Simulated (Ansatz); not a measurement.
## Geometry relaxation, with input and output: Ga₂₀Al₁₂As₃₂ (part 2 of 2)

The same run, continued: Ga₂₀Al₁₂As₃₂ (P1, 64 atoms in the cell); DFT, PBEsol, PAW, plane waves (Ansatz 0.2.0); cutoff 420 eV, 1×1×1 k-mesh, Fermi–Dirac smearing of 0.01 eV. The structure was built on a prototype by a generator; it need not be a known phase.

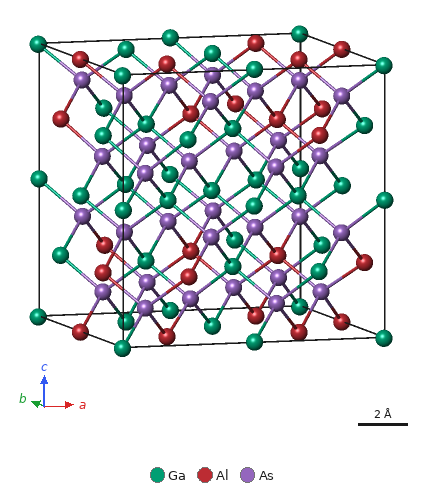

*The structure as given in the input (ball-and-stick view of the cell of the calculation, seen slightly off an axis).*

```
SCF converged after 6 iterations
Free energy (F): -235198.222755 eV
Harris-Foulkes:  -235198.222755 eV  (|F-HF|=5.82e-11)
Internal energy: -235198.222755 eV  (E = F + TS)
E sigma→0 (E₀):  -235198.222755 eV
Fermi energy:    7.911008 eV
--- Per-component energies (eV) ---
  E_band       = -9690.266253
  E_kinetic    = 5904.996690
  E_local      = -110412.880560  (includes V_loc(G=0)·N_el)
  E_nonlocal   = -12734.884354
  E_hartree    = 56247.968271
  E_xc         = -4358.498363
  E_vxc        = -4045.943728  (∫ρ·V_xc dr)
  E_paw        = -101837.077923  (= ΣΔE_a)
  E_vpaw       = -897.487573  (= ΣTr[D̂ρ^β])
  E_aug_tail   = -0.002620  (compensation charges beyond the density's cutoff)
  E_ewald      = -68056.258839
  E_core_change = 48.414943  (= ΣΔE_core)
  E_smearing   = -0.000000  (= −TS)
  E_closure    = 0.000000  (closes the sum)
  Σ components = -235198.222755   (vs F -235198.222755, Δ=0.00e0)
--- Forces (eV/Å), atoms counted from 1 ---
  atom   1  Ga    -0.00101827    -0.00340801     0.00089285
  atom   2  Ga     0.00417268     0.00082372    -0.00383815
  atom   3  Ga    -0.00184035    -0.00210822     0.00448408
  atom   4  Ga     0.00319848     0.00299838    -0.00041804
  atom   5  Ga    -0.00430463     0.00187380     0.00381378
  atom   6  Ga     0.00702550    -0.00487461    -0.00203849
  atom   7  Ga     0.00059897     0.00319326     0.00071206
  atom   8  Ga    -0.00144819     0.00257268     0.00029884
  atom   9  Ga     0.00049099    -0.00126344     0.00212064
  atom  10  Ga    -0.00047694     0.00018528     0.00186660
  atom  11  Ga     0.00195100    -0.00199715    -0.00234639
  atom  12  Ga     0.00021706    -0.00779685     0.00582986
  atom  13  Ga     0.00189258     0.00351386    -0.00015160
  atom  14  Ga     0.00151721     0.00002251    -0.00176328
  atom  15  Ga    -0.00131808    -0.00558873     0.00181011
  atom  16  Ga     0.00214322     0.00746640    -0.00583097
  atom  17  Ga    -0.00311436     0.00324296    -0.00258971
  atom  18  Ga     0.00094437     0.00615439     0.00083834
  atom  19  Ga     0.00706101    -0.00220497    -0.00432485
  atom  20  Ga    -0.00232130    -0.00416931    -0.00186240
  atom  21  Al    -0.00729509    -0.00029243     0.00352292
  atom  22  Al     0.00011892    -0.00312134    -0.00110969
  atom  23  Al    -0.00763198     0.00507616     0.00148065
  atom  24  Al     0.00103699    -0.00335410    -0.01476928
  atom  25  Al    -0.00309504    -0.00566391     0.00415421
  atom  26  Al     0.00533427    -0.01448310    -0.00305524
  atom  27  Al     0.00298236    -0.00640025     0.00732677
  atom  28  Al    -0.00672701     0.00332041    -0.00739342
  atom  29  Al    -0.00281076    -0.00086190     0.00247518
  atom  30  Al    -0.00301250     0.00198089     0.00637946
  atom  31  Al    -0.00326423    -0.00035935     0.00329381
  atom  32  Al     0.00570738    -0.01289885     0.00183404
  atom  33  As     0.00544308     0.00405492     0.00221679
  atom  34  As     0.00569126    -0.00250339     0.01077072
  atom  35  As    -0.00314379     0.00017437     0.00343478
  atom  36  As     0.00777630     0.00137278    -0.00277553
  atom  37  As    -0.00133927    -0.00545806     0.01429705
  atom  38  As    -0.00204745     0.00964242     0.00524906
  atom  39  As     0.00101758     0.00368728     0.00517922
  atom  40  As    -0.00630314     0.00787000     0.00119350
  atom  41  As    -0.00119730     0.00002594     0.00052322
  atom  42  As     0.00546921     0.00134856    -0.00815939
  atom  43  As    -0.00031638    -0.00114712    -0.00977886
  atom  44  As     0.00031005     0.00314355    -0.00264078
  atom  45  As     0.00303884     0.00067409    -0.00168258
  atom  46  As     0.00981736     0.00173041     0.00109621
  atom  47  As     0.00001076     0.00051041    -0.00061432
  atom  48  As    -0.00338763     0.00606129    -0.00539596
  atom  49  As    -0.00029859    -0.00199173    -0.00002219
  atom  50  As     0.00229561     0.00458279    -0.00091344
  atom  51  As    -0.00297253    -0.00271879    -0.00530264
  atom  52  As    -0.00521376     0.01045485    -0.00278618
  atom  53  As    -0.00216639    -0.00216413     0.00086112
  atom  54  As    -0.00355680    -0.00449315    -0.00127187
  atom  55  As    -0.00280478    -0.00336733    -0.00108964
  atom  56  As     0.00296235     0.00699169     0.00193846
  atom  57  As     0.00096585    -0.00509302    -0.00265086
  atom  58  As     0.00317943    -0.00785118    -0.00611137
  atom  59  As     0.00272995    -0.00288921    -0.00568086
  atom  60  As    -0.00285526    -0.00366110    -0.00448531
  atom  61  As    -0.00078696     0.00092151    -0.00277356
  atom  62  As    -0.00710797     0.00862813     0.00891863
  atom  63  As     0.00051249     0.00225130     0.00225646
  atom  64  As    -0.00243670     0.00763335     0.00455729
  max |Σ_I F_I| component: 4.18e-7 eV/Å
--- Stress (GPa, compression-positive) ---
        0.004552      -0.730296      -0.727397
       -0.730296       0.007630      -0.730697
       -0.727397      -0.730697       0.001250
  P = ⅓ Tr σ = 0.0045 GPa (0.045 kbar)
--- Band table (eV) ---
  k-point 0: bands = ["-27.6882", "-27.6823", "-27.6775", "-27.6766", "-27.6706", "-27.6701", "-27.6611", "-27.6604", "-27.6525", "-27.6521", ... 256 levels left out ..., "-4.0694", "-3.8124", "-3.7253", "-3.7046", "-3.6670", "-3.5089", "-3.4956", "-3.4791", "-3.4378", "-3.4175", "-3.4036", "-3.3876", "-3.3582", "-3.3440", "-3.1040", "-3.1012", "-3.0901", "-2.9324", "-2.9198", "-2.9153", "-2.8931", "-2.8812", "-2.8750", "-2.8604", "-2.8548", "-2.8475", "0.9412", "0.9660", "0.9914",
      "1.0045", "1.0239", "1.0653", "1.1329", "1.1999", "1.2340", "1.2745", "1.3719", "1.3959", "1.5091", "1.5707", "1.6468", "1.7227", "1.8152", "1.8577", "1.9844", "2.1177", "2.1377", "2.1548", "2.3485", "2.5031", "2.5759", "2.8531", "2.8938", "2.9640", "3.7891", "3.7998", "3.8080", "3.8107", "3.8258", "3.8313", "3.8404", "3.8516", "3.8599", "3.9485", "4.0010", "4.0735", "4.3690", "4.3838", "4.3852",
      "4.4157", "4.4379", "4.4504", "4.4744", "4.4820", "4.4957", "4.8218", "4.8253", "4.8281", "4.8336", "4.8390", "4.8434", "4.9993", "4.9999", "5.0033", "5.0553", "5.0667", "5.0800", "5.2785", "5.2967", "5.3193", "5.3633", "5.3834", "5.3954", "5.4547", "5.4577", "5.4603", "5.5879", "5.7129", "5.7143", "5.7209", "5.7236", "5.7261", "5.7304", "5.7336", "5.7397", "5.7466", "6.0021", "6.0129", "6.0199",
      "6.2611", "6.2682", "6.2767", "6.2791", "6.2860", "6.2940", "6.4149", "6.4168", "6.6821", "6.6952", "6.7070", "7.1209", "7.1251", "8.6919", "8.9300", "9.0051", "9.0258", "9.2133", "9.4233", "9.4525", "9.4769", "9.5058", "9.5799", "9.6232", "9.7305", "9.7487", "9.7736", "9.8252", "9.8976", "9.9432", "9.9726", "10.0532", "10.0827", "10.1465", "10.1786", "10.1990", "10.2270", "10.2443", "10.2731", "10.3952",
      "10.4132", "10.4344", "10.5404", "10.5919", "10.6236", "10.6543", "10.7183", "10.7367", "10.7711", "10.8127", "10.8618", "10.9180", "10.9789", "11.0148", "11.4622", "11.4864", "11.5049", "11.5260", "11.5442", "11.5472", "11.5653", "11.5747", "11.6170", "11.6271", "11.6336", "11.6436", "11.9635", "11.9717", "12.0115", "12.0351", "12.0522", "12.0722", "12.0936", "12.1205", "12.1331", "12.1364", "12.1452", "12.1673", "12.2471", "12.2725",
      "12.5378", "12.5762", "12.5954", "12.7573", "12.7719", "12.7858", "12.7931", "12.8052", "12.8215", "12.8336", "12.8429"]
--- Relaxed structure (3 steps of the walk, 3 accepted, 1 SCFs on fresh bases) ---
  F+E_penalty+E_count = -235198.22275499 eV   max|allowed force component| = 1.477e-2 eV/Å   (the final SCF, on the basis selected at the relaxed cell)
  cell:  # Å, volume = 1454.8135 Å³
    - [11.331022640946735, -5.714063475348976e-143, 3.3694546492265865e-143]
    - [-5.714063475348976e-143, 11.331022640946735, -3.745863671165997e-144]
    - [3.3694546492265865e-143, -3.745863671165997e-144, 11.331022640946735]
  atoms:
    - { symbol: Ga, position: [1.0001391267013975, -0.00022241001486178417, 1.0000645340318797] }
    - { symbol: Ga, position: [-0.00015588271341434546, 0.00018928344836108862, 0.5002876013104236] }
    - { symbol: Ga, position: [1.0006143967512877, 0.5001982716825376, 0.49968252189909584] }
    - { symbol: Ga, position: [0.5001233738295658, 1.0003938146642977, 0.0005038055385270233] }
    - { symbol: Ga, position: [0.5001408900330401, 1.0007795684084142, 0.49972037886215576] }
    - { symbol: Ga, position: [0.4994492113393047, 0.4996979239425042, 0.0002773728530635502] }
    - { symbol: Ga, position: [0.5001097788250887, 0.5001427397065665, 0.5005065307304423] }
    - { symbol: Ga, position: [0.2503902156457567, 0.2505996048590727, 0.5000716352654095] }
    - { symbol: Ga, position: [0.250060650967793, 0.7503366482805548, 1.0000192673728987] }
    - { symbol: Ga, position: [0.2498151817364033, 0.7502772553362119, 0.5000316152499373] }
    - { symbol: Ga, position: [0.7500274014240179, 0.25007213599957495, 0.5001171730244471] }
    - { symbol: Ga, position: [0.7506107941760624, 0.7507100905342258, 0.4992137992860096] }
    - { symbol: Ga, position: [0.25001285352798075, 0.0001399931664221775, 0.750023439251779] }
    - { symbol: Ga, position: [0.250127794949906, 0.5004027586602499, 0.25066550031956564] }
    - { symbol: Ga, position: [0.2502296740997773, 0.5002863905626849, 0.7500266989505905] }
    - { symbol: Ga, position: [0.7499699129150068, -0.00026446614017106343, 0.250594779990541] }
    - { symbol: Ga, position: [0.0006379867241889206, 0.25018426972443164, 0.7496023564701902] }
    - { symbol: Ga, position: [0.000150011878996909, 0.7500985432331512, 0.2503600543029369] }
    - { symbol: Ga, position: [0.49988295715918835, 0.2502053556573161, 0.2506723195904528] }
    - { symbol: Ga, position: [0.499745609481509, 0.25018614117541915, 0.7499991738875271] }
    - { symbol: Al, position: [0.9999747028808674, 0.5001573521916728, 0.9998310907873441] }
    - { symbol: Al, position: [0.24980687514023425, 0.24983224977623242, -0.0005477893799707201] }
    - { symbol: Al, position: [0.7501245613235705, 0.24945861909410924, 0.9995991387972145] }
    - { symbol: Al, position: [0.7495607194597543, 0.7501080172651632, -3.987653868078912e-5] }
    - { symbol: Al, position: [0.2493645997020641, -0.00016969184208995327, 0.24962842388357911] }
    - { symbol: Al, position: [0.7497471286425308, 1.00022843607724, 0.7497551841949445] }
    - { symbol: Al, position: [0.7495097628350867, 0.49969257287210367, 0.2497661550980027] }
    - { symbol: Al, position: [0.7498095859867542, 0.4996861039463261, 0.7496242866066912] }
    - { symbol: Al, position: [-0.0005160595311185088, 0.2497418644664808, 0.24976591256551672] }
    - { symbol: Al, position: [-0.0002009429922560931, 0.749661268240969, 0.7495032871559271] }
    - { symbol: Al, position: [0.49940000316876904, 0.7495095385385168, 0.24960129031207834] }
    - { symbol: Al, position: [0.49945214527253967, 0.7502630863500535, 0.7495569572710535] }
    - { symbol: As, position: [0.12485128841609475, 0.1252092724440133, 0.12491983667278887] }
    - { symbol: As, position: [0.12529366767255593, 0.12523214253919052, 0.6247383283245089] }
    - { symbol: As, position: [0.12514498480161368, 0.625102372531974, 0.12502885689044313] }
    - { symbol: As, position: [0.12540594717887782, 0.6249143900465829, 0.6249062163474658] }
    - { symbol: As, position: [0.625099973844066, 0.1251482846054615, 0.12559628863171785] }
    - { symbol: As, position: [0.624835510605653, 0.12558446913980686, 0.6249423478819075] }
    - { symbol: As, position: [0.6249186415611491, 0.6250095624366908, 0.1250682807771394] }
    - { symbol: As, position: [0.6256606843237786, 0.6257302877853674, 0.6247256902827931] }
    - { symbol: As, position: [0.3746040256764411, 0.37478573047201424, 0.12524279556086856] }
    - { symbol: As, position: [0.37492787662859584, 0.37515835466533665, 0.6253612053590057] }
    - { symbol: As, position: [0.37499207922776534, 0.8753014317002129, 0.12494806908045708] }
    - { symbol: As, position: [0.3747374767746487, 0.8756623028053101, 0.624627292662039] }
    - { symbol: As, position: [0.8748757312681805, 0.3750743986530457, 0.12495472582502494] }
    - { symbol: As, position: [0.8754294648649961, 0.3749207658089909, 0.6247033234428386] }
    - { symbol: As, position: [0.874789990433027, 0.8748152943934451, 0.12505730991923078] }
    - { symbol: As, position: [0.8750462381371383, 0.875248043141371, 0.6249901233249434] }
    - { symbol: As, position: [0.3745286655567284, 0.12498152054866732, 0.3747079287606772] }
    - { symbol: As, position: [0.37534355811471487, 0.12483576687100538, 0.8748306236014275] }
    - { symbol: As, position: [0.37486383459860095, 0.6249503090837883, 0.37563441266950326] }
    - { symbol: As, position: [0.3749149210953451, 0.6249526629648386, 0.8752481236255264] }
    - { symbol: As, position: [0.8746575877365749, 0.12488064308763602, 0.3753043492207497] }
    - { symbol: As, position: [0.8755352865770899, 0.12482752055512518, 0.8744237147091827] }
    - { symbol: As, position: [0.874818621987649, 0.624764304899597, 0.3745847315678748] }
    - { symbol: As, position: [0.8748536063904451, 0.6251613218997267, 0.8750097674484669] }
    - { symbol: As, position: [0.12484114397884796, 0.3747409092658557, 0.3746350792741281] }
    - { symbol: As, position: [0.12529867728140515, 0.3755446579435046, 0.8746972818867244] }
    - { symbol: As, position: [0.12460136628515944, 0.8749564915123034, 0.37531359956313975] }
    - { symbol: As, position: [0.1248458677142628, 0.8747316711829187, 0.8746220327022861] }
    - { symbol: As, position: [0.6247961373557567, 0.3749886693350536, 0.3755209021248327] }
    - { symbol: As, position: [0.6247663766626114, 0.3749556136459854, 0.8750721462275702] }
    - { symbol: As, position: [0.6244562946342898, 0.8747229190381022, 0.37465721431547105] }
    - { symbol: As, position: [0.624672451274284, 0.8753425851333373, 0.8750427823776935] }
--- Löwdin populations: 64 sites ---
  site symbol       q [e]
     0     Ga     12.9449
     1     Ga     12.9528
     2     Ga     12.9498
     3     Ga     12.9479
     4     Ga     12.9493
     5     Ga     12.9462
     6     Ga     12.9519
     7     Ga     12.9532
     8     Ga     12.9495
     9     Ga     12.9530
    10     Ga     12.9532
    11     Ga     12.9477
    12     Ga     12.9532
    13     Ga     12.9502
    14     Ga     12.9534
    15     Ga     12.9513
    16     Ga     12.9504
    17     Ga     12.9506
    18     Ga     12.9509
    19     Ga     12.9529
    20     Al      2.6160
    21     Al      2.6228
    22     Al      2.6181
    23     Al      2.6163
    24     Al      2.6232
    25     Al      2.6205
    26     Al      2.6198
    27     Al      2.6190
    28     Al      2.6201
    29     Al      2.6211
    30     Al      2.6229
    31     Al      2.6218
    32     As     15.2591
    33     As     15.0003
    34     As     15.0893
    35     As     15.0842
    36     As     15.0881
    37     As     15.0843
    38     As     15.2577
    39     As     15.1748
    40     As     15.0879
    41     As     14.9973
    42     As     15.1717
    43     As     15.0883
    44     As     15.3443
    45     As     15.0879
    46     As     15.0895
    47     As     15.1716
    48     As     15.0875
    49     As     15.0846
    50     As     15.0859
    51     As     15.0867
    52     As     15.0849
    53     As     15.1757
    54     As     15.0882
    55     As     15.3437
    56     As     15.0883
    57     As     15.1715
    58     As     15.0856
    59     As     15.0881
    60     As     15.0851
    61     As     15.1741
    62     As     15.0871
    63     As     15.2577
  spilling = 0.001798 (of n_electrons = 776.000000)
```
